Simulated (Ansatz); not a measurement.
**Run report: Ni₂Si, geometry relaxation (part 2 of 2)**

Ni₂Si (Pnma, 12 atoms in the cell); DFT PBE, scalar-relativistic, plane waves, PAW, no spin polarisation (Ansatz 0.2.0); cutoff 420 eV, 8×10×6 k-mesh, Gaussian smearing of 0.1 eV. The structure derives from an entry of the Crystallography Open Database.

Geometry of the input (Å; fractional positions):
```
4.9900  0.0000  0.0000
0.0000  3.7200  0.0000
0.0000  0.0000  7.0300
Si 0.2860  0.7500  0.6140
Si 0.7140  0.2500  0.3860
Si 0.2140  0.2500  0.1140
Si 0.7860  0.7500  0.8860
Ni 0.9580  0.7500  0.2030
Ni 0.0420  0.2500  0.7970
Ni 0.5420  0.2500  0.7030
Ni 0.4580  0.7500  0.2970
Ni 0.8250  0.7500  0.5630
Ni 0.1750  0.2500  0.4370
Ni 0.6750  0.2500  0.0630
Ni 0.3250  0.7500  0.9370
```

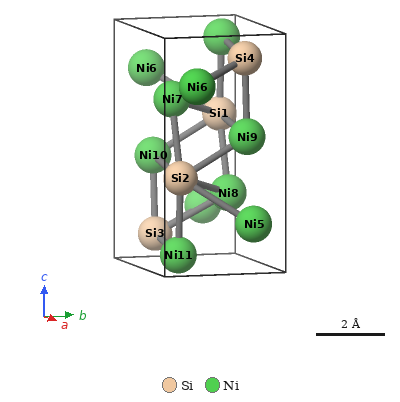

**Figure 1.** The geometry at step 3 of the log (ball-and-stick view of the cell of the calculation, seen slightly off an axis; atoms are numbered from 1 in the order of the input).

Output, continued
```
--- Forces (eV/Å), atoms counted from 1 ---
  atom   1  Si     0.00246620    -0.00000000    -0.00012727
  atom   2  Si    -0.00246620     0.00000000     0.00012727
  atom   3  Si    -0.00246620    -0.00000000    -0.00012727
  atom   4  Si     0.00246620     0.00000000     0.00012727
  atom   5  Ni    -0.00185449     0.00000000     0.00199132
  atom   6  Ni     0.00185449    -0.00000000    -0.00199132
  atom   7  Ni     0.00185449     0.00000000     0.00199132
  atom   8  Ni    -0.00185449    -0.00000000    -0.00199132
  atom   9  Ni    -0.00169120     0.00000000     0.00053359
  atom  10  Ni     0.00169120     0.00000000    -0.00053359
  atom  11  Ni     0.00169120     0.00000000     0.00053359
  atom  12  Ni    -0.00169120     0.00000000    -0.00053359
  max |Σ_I F_I| component: 6.07e-18 eV/Å
--- Stress (GPa, compression-positive) ---
        0.020309       0.000000       0.000000
        0.000000       0.029735       0.000000
        0.000000       0.000000      -0.019258
  P = ⅓ Tr σ = 0.0103 GPa (0.103 kbar)
--- Band table (eV; the first three rows and the last of 120) ---
  k-point 0: bands = ["-86.5723", "-86.5719", "-86.5675", "-86.5675", "-86.4184", "-86.4181", "-86.4121", "-86.4120", "-47.0452", "-47.0429", "-47.0410", "-47.0372", "-47.0017", "-46.9919", "-46.9756", "-46.9676", "-46.9458", "-46.9432", "-46.9189", "-46.9169", "-46.8982", "-46.8971", "-46.8961", "-46.8954", "-46.8376", "-46.8343", "-46.8008", "-46.8003", "-46.7772", "-46.7710", "-46.7417", "-46.7411", "4.3802", "6.9461", "6.9905", "8.7791", "10.3717", "10.8502", "11.5958", "11.9729", "12.2845", "12.3537", "12.6077", "12.6584", "12.8578", "12.9285", "13.0782", "13.2366", "13.5693", "13.6241", "13.7172", "13.7942", "13.8641", "13.8815", "14.2936", "14.3953", "14.4262", "14.5895", "14.6309", "14.7548", "14.8400", "14.9045", "15.0580", "15.0844", "15.1143", "15.1403", "15.1432", "15.2633", "15.3769", "15.3867", "15.4174", "15.6073", "15.6581", "15.7269", "15.7960", "15.8904", "16.0366", "16.0654", "16.3827", "16.7636", "17.6350", "17.8409", "18.8364", "19.2220", "19.4475", "19.8696", "20.5364", "20.5595", "21.1195", "21.5075", "22.0453", "22.1874", "23.1124", "23.2439", "23.4069", "24.6294"]
  k-point 1: bands = ["-86.5723", "-86.5719", "-86.5675", "-86.5675", "-86.4184", "-86.4181", "-86.4121", "-86.4120", "-47.0452", "-47.0434", "-47.0404", "-47.0373", "-47.0012", "-46.9929", "-46.9748", "-46.9679", "-46.9456", "-46.9434", "-46.9187", "-46.9170", "-46.8981", "-46.8972", "-46.8960", "-46.8954", "-46.8374", "-46.8345", "-46.8007", "-46.8003", "-46.7768", "-46.7714", "-46.7417", "-46.7412", "4.4603", "6.2538", "7.6861", "8.7866", "10.4085", "10.9069", "11.4033", "11.9272", "12.2356", "12.3148", "12.6550", "12.8129", "12.8521", "12.8954", "13.0418", "13.2829", "13.5424", "13.6037", "13.6092", "13.7403", "13.9171", "14.0215", "14.2480", "14.3524", "14.3706", "14.5082", "14.7667", "14.7670", "14.7986", "14.8557", "15.0630", "15.1242", "15.1274", "15.2198", "15.2371", "15.2602", "15.3615", "15.4141", "15.4361", "15.6259", "15.6553", "15.7289", "15.8182", "15.8633", "16.0264", "16.2387", "16.3124", "16.7239", "17.5645", "17.7840", "18.2297", "18.7615", "20.2100", "20.4975", "20.5217", "20.5286", "20.9895", "21.5170", "21.8136", "22.4637", "23.1279", "23.3450", "23.4224", "24.5335"]
  k-point 2: bands = ["-86.5722", "-86.5720", "-86.5675", "-86.5675", "-86.4183", "-86.4182", "-86.4121", "-86.4120", "-47.0450", "-47.0441", "-47.0394", "-47.0378", "-46.9998", "-46.9951", "-46.9728", "-46.9690", "-46.9452", "-46.9439", "-46.9183", "-46.9173", "-46.8980", "-46.8975", "-46.8958", "-46.8955", "-46.8368", "-46.8351", "-46.8007", "-46.8004", "-46.7756", "-46.7725", "-46.7416", "-46.7413", "4.6985", "5.6137", "8.2903", "8.7783", "10.5115", "11.0419", "11.1028", "11.7371", "12.1803", "12.4024", "12.5448", "12.6977", "12.9842", "13.0058", "13.0637", "13.3551", "13.4159", "13.5101", "13.5470", "13.6639", "13.9906", "14.1571", "14.2281", "14.3037", "14.3661", "14.4651", "14.7637", "14.7734", "14.8607", "14.8700", "15.0509", "15.0845", "15.1576", "15.2466", "15.3124", "15.3309", "15.3608", "15.4933", "15.5024", "15.6317", "15.7066", "15.7121", "15.8260", "15.9906", "16.0287", "16.1322", "16.6276", "16.6489", "16.8546", "17.9459", "18.1087", "18.2720", "20.1232", "20.2068", "20.8834", "21.1205", "21.1576", "21.5274", "21.9509", "23.1429", "23.2270", "23.3731", "23.7286", "24.0211"]
  k-point 119: bands = ["-86.5697", "-86.5697", "-86.5697", "-86.5697", "-86.4152", "-86.4152", "-86.4152", "-86.4152", "-47.0421", "-47.0421", "-47.0421", "-47.0421", "-46.9873", "-46.9873", "-46.9873", "-46.9873", "-46.9370", "-46.9370", "-46.9370", "-46.9370", "-46.8891", "-46.8891", "-46.8891", "-46.8891", "-46.8151", "-46.8151", "-46.8151", "-46.8151", "-46.7604", "-46.7604", "-46.7604", "-46.7604", "7.8291", "7.8291", "7.8291", "7.8291", "9.9282", "9.9282", "9.9282", "9.9282", "12.6114", "12.6114", "12.6114", "12.6114", "13.0552", "13.0552", "13.0552", "13.0552", "13.6283", "13.6283", "13.6283", "13.6283", "14.0534", "14.0534", "14.0534", "14.0534", "14.4339", "14.4339", "14.4339", "14.4339", "14.8253", "14.8253", "14.8253", "14.8253", "15.0432", "15.0432", "15.0432", "15.0432", "15.2787", "15.2787", "15.2787", "15.2787", "15.5717", "15.5717", "15.5717", "15.5717", "16.2734", "16.2734", "16.2734", "16.2734", "17.4735", "17.4735", "17.4735", "17.4735", "19.5455", "19.5455", "19.5455", "19.5455", "22.2169", "22.2169", "22.2169", "22.2169", "23.6866", "23.6866", "23.6866", "23.6866"]
--- Relaxed structure (4 steps of the walk, 4 accepted, 1 SCFs on fresh bases) ---
  F+E_penalty+E_count = -49267.58582360 eV   max|allowed force component| = 2.466e-3 eV/Å   (the final SCF, on the basis selected at the relaxed cell)
  cell:  # Å, volume = 132.5568 Å³
    - [5.022061724179897, 0.0, 0.0]
    - [0.0, 3.7299093870213733, 0.0]
    - [0.0, 0.0, 7.076553548075214]
  atoms:
    - { symbol: Si, position: [0.2867796955519569, 0.7499999999999998, 0.6147108563662196] }
    - { symbol: Si, position: [0.7132203044480429, 0.24999999999999994, 0.38528914363378025] }
    - { symbol: Si, position: [0.21322030444804296, 0.24999999999999994, 0.11471085636621967] }
    - { symbol: Si, position: [0.7867796955519569, 0.7499999999999998, 0.8852891436337801] }
    - { symbol: Ni, position: [0.959395978609213, 0.7499999999999998, 0.20384092575403692] }
    - { symbol: Ni, position: [0.040604021390786955, 0.24999999999999994, 0.7961590742459631] }
    - { symbol: Ni, position: [0.5406040213907869, 0.24999999999999994, 0.7038409257540368] }
    - { symbol: Ni, position: [0.45939597860921305, 0.7499999999999998, 0.29615907424596294] }
    - { symbol: Ni, position: [0.83057919502509, 0.7499999999999998, 0.5603012869037645] }
    - { symbol: Ni, position: [0.16942080497490972, 0.24999999999999994, 0.4396987130962353] }
    - { symbol: Ni, position: [0.6694208049749096, 0.24999999999999994, 0.06030128690376452] }
    - { symbol: Ni, position: [0.33057919502509014, 0.7499999999999998, 0.9396987130962355] }
```

Trajectory as extended XYZ (Å, eV, eV/Å), 5 frames, from step=1 to step=5
```
12
Lattice="4.9900 0.0000 0.0000 0.0000 3.7200 0.0000 0.0000 0.0000 7.0300" Properties=species:S:1:pos:R:3:forces:R:3 step=1 energy=-49267.53756 pressure_GPa=3.40
Si    1.4271    2.7900    4.3164   -0.0281   0.0000  -0.0516
Si    3.5629    0.9300    2.7136    0.0281   0.0000   0.0516
Si    1.0679    0.9300    0.8014    0.0281   0.0000  -0.0516
Si    3.9221    2.7900    6.2286   -0.0281   0.0000   0.0516
Ni    4.7804    2.7900    1.4271    0.1017   0.0000   0.1958
Ni    0.2096    0.9300    5.6029   -0.1017   0.0000  -0.1958
Ni    2.7046    0.9300    4.9421   -0.1017   0.0000   0.1958
Ni    2.2854    2.7900    2.0879    0.1017   0.0000  -0.1958
Ni    4.1167    2.7900    3.9579    0.2736   0.0000  -0.2350
Ni    0.8732    0.9300    3.0721   -0.2736   0.0000   0.2350
Ni    3.3683    0.9300    0.4429   -0.2736   0.0000  -0.2350
Ni    1.6218    2.7900    6.5871    0.2736   0.0000   0.2350
12
Lattice="5.0077 0.0000 0.0000 0.0000 3.7289 0.0000 0.0000 0.0000 7.0459" Properties=species:S:1:pos:R:3:forces:R:3 step=2 energy=-49267.57014 pressure_GPa=1.57
Si    1.4342    2.7967    4.3274   -0.0249   0.0000  -0.0349
Si    3.5734    0.9322    2.7185    0.0249   0.0000   0.0349
Si    1.0696    0.9322    0.8044    0.0249   0.0000  -0.0349
Si    3.9381    2.7967    6.2415   -0.0249   0.0000   0.0349
Ni    4.8005    2.7967    1.4338    0.0616   0.0000   0.1078
Ni    0.2072    0.9322    5.6122   -0.0616   0.0000  -0.1078
Ni    2.7110    0.9322    4.9567   -0.0616   0.0000   0.1078
Ni    2.2967    2.7967    2.0892    0.0616   0.0000  -0.1078
Ni    4.1412    2.7967    3.9596    0.1721   0.0000  -0.1398
Ni    0.8665    0.9322    3.0863   -0.1721   0.0000   0.1398
Ni    3.3703    0.9322    0.4366   -0.1721   0.0000  -0.1398
Ni    1.6373    2.7967    6.6093    0.1721   0.0000   0.1398
12
Lattice="5.0228 0.0000 0.0000 0.0000 3.7335 0.0000 0.0000 0.0000 7.0678" Properties=species:S:1:pos:R:3:forces:R:3 step=3 energy=-49267.58487 pressure_GPa=0.00
Si    1.4416    2.8001    4.3424   -0.0074   0.0000  -0.0034
Si    3.5812    0.9334    2.7254    0.0074   0.0000   0.0034
Si    1.0698    0.9334    0.8085    0.0074   0.0000  -0.0034
Si    3.9530    2.8001    6.2593   -0.0074   0.0000   0.0034
Ni    4.8187    2.8001    1.4428    0.0093   0.0000   0.0005
Ni    0.2042    0.9334    5.6251   -0.0093   0.0000  -0.0005
Ni    2.7156    0.9334    4.9767   -0.0093   0.0000   0.0005
Ni    2.3073    2.8001    2.0911    0.0093   0.0000  -0.0005
Ni    4.1693    2.8001    3.9618    0.0202   0.0000  -0.0110
Ni    0.8536    0.9334    3.1060   -0.0202   0.0000   0.0110
Ni    3.3650    0.9334    0.4279   -0.0202   0.0000  -0.0110
Ni    1.6578    2.8001    6.6399    0.0202   0.0000   0.0110
12
Lattice="5.0221 0.0000 0.0000 0.0000 3.7299 0.0000 0.0000 0.0000 7.0766" Properties=species:S:1:pos:R:3:forces:R:3 step=4 energy=-49267.58515 pressure_GPa=0.01
Si    1.4402    2.7974    4.3500    0.0025   0.0000  -0.0001
Si    3.5818    0.9325    2.7265   -0.0025   0.0000   0.0001
Si    1.0708    0.9325    0.8118   -0.0025   0.0000  -0.0001
Si    3.9513    2.7974    6.2648    0.0025   0.0000   0.0001
Ni    4.8181    2.7974    1.4425   -0.0019   0.0000   0.0021
Ni    0.2039    0.9325    5.6341    0.0019   0.0000  -0.0021
Ni    2.7149    0.9325    4.9808    0.0019   0.0000   0.0021
Ni    2.3071    2.7974    2.0958   -0.0019   0.0000  -0.0021
Ni    4.1712    2.7974    3.9650   -0.0017   0.0000   0.0005
Ni    0.8508    0.9325    3.1116    0.0017   0.0000  -0.0005
Ni    3.3619    0.9325    0.4267    0.0017   0.0000   0.0005
Ni    1.6602    2.7974    6.6498   -0.0017   0.0000  -0.0005
12
Lattice="5.0221 0.0000 0.0000 0.0000 3.7299 0.0000 0.0000 0.0000 7.0766" Properties=species:S:1:pos:R:3:forces:R:3 step=5 energy=-49267.58582 pressure_GPa=0.01
Si    1.4402    2.7974    4.3500    0.0025   0.0000  -0.0001
Si    3.5818    0.9325    2.7265   -0.0025   0.0000   0.0001
Si    1.0708    0.9325    0.8118   -0.0025   0.0000  -0.0001
Si    3.9513    2.7974    6.2648    0.0025   0.0000   0.0001
Ni    4.8181    2.7974    1.4425   -0.0019   0.0000   0.0020
Ni    0.2039    0.9325    5.6341    0.0019   0.0000  -0.0020
Ni    2.7149    0.9325    4.9808    0.0019   0.0000   0.0020
Ni    2.3071    2.7974    2.0958   -0.0019   0.0000  -0.0020
Ni    4.1712    2.7974    3.9650   -0.0017   0.0000   0.0005
Ni    0.8508    0.9325    3.1116    0.0017   0.0000  -0.0005
Ni    3.3619    0.9325    0.4267    0.0017   0.0000   0.0005
Ni    1.6602    2.7974    6.6498   -0.0017   0.0000  -0.0005
```

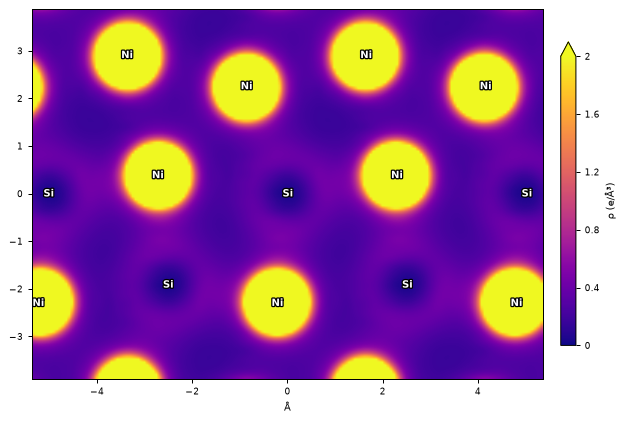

**Figure 2.** Valence pseudo-density on the (010) plane of the conventional cell. Atoms in the plane: Si and Ni. Si–Ni (2.31 Å): the density is about 0.46 e/Å³ at the midpoint. Si–Ni (2.42 Å): ρ is about 0.4 e/Å³ halfway. Away from the nuclei the density in this plane falls to 0.16 e/Å³ at its lowest. Core electrons are frozen (PAW), so the fields are smoothed inside the atomic spheres.

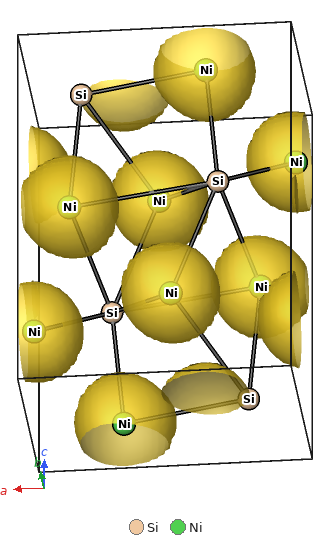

**Figure 3.** Isosurface of the valence electron density at 0.6 e/Å³ (yellow), seen at an oblique angle. Sticks mark near contacts. The outline is the cell set on symmetry axes. At this value the density breaks into separate islands; it holds about 80 % of the electrons treated as valence (semicore included). It is pinched off along the Si–Ni (2.31 Å), Si–Ni (2.42 Å) and Si–Ni (2.58 Å) contacts. On the grid the lowest density along these lines, outside the cores, is 0.44 e/Å³ (Si–Ni, 2.31 Å), 0.39 e/Å³ (Si–Ni, 2.42 Å) and 0.31 e/Å³ (Si–Ni, 2.58 Å).

Key numbers

| quantity | value |
| --- | --- |
| outcome | converged |
| space group (tolerance 0.01 Å) | Pnma (62) |
| electrons treated | 160 |
| free energy | −49267.5858 eV |
| Fermi energy | 16.982 eV |
| gap on the k-point mesh | none (metallic) |
| pressure | 0.01 GPa |
| final volume | 132.56 Å³ |
| largest force (length of the vector) at the end | 0.003 eV/Å |
| final cell | a = 5.022 Å, b = 3.730 Å, c = 7.077 Å, α = 90.00°, β = 90.00°, γ = 90.00° |
| wall time | 7.5 min (CPU time 15 min) |
| peak memory | 1.3 GiB |

The run has no spin polarisation, so a magnetic state may lie lower.
